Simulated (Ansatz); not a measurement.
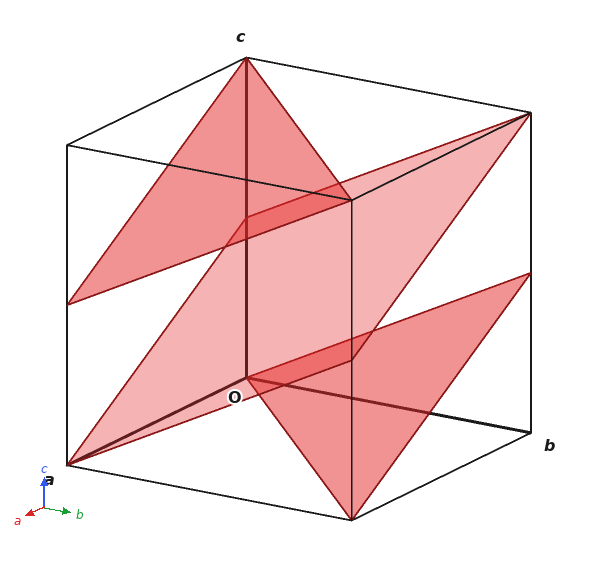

Every member of one family of equally spaced planes, hx + ky + lz = a whole number, that cuts the unit cell is shaded (one member passes through the origin O). Crystal: Ir, the geometry relaxed with Ansatz 0.2.0, DFT, PBE, plane waves (420 eV) with PAW, scalar-relativistic; the starting structure was generated, so it need not be a known form of this composition. All values are computed from the atomic coordinates in the standard setting (tolerance 0.002 Å).

a = 4.946 Å, b = 4.946 Å, c = 4.946 Å, α = 90.00°, β = 90.00°, γ = 90.00°.

### What are the Miller indices?

(1 −1 2); the opposite sign names the same planes. The member next to the origin meets the axes a at 1, b at −1, c at 1/2.

### What is the spacing?

d = 2.019 Å.

### The space group is Pm-3n (No. 223). How many reflections hkl are equivalent to this one (itself included), and does it occur?

24 reflections are equivalent in the Laue class m-3m. The space group allows the reflection.
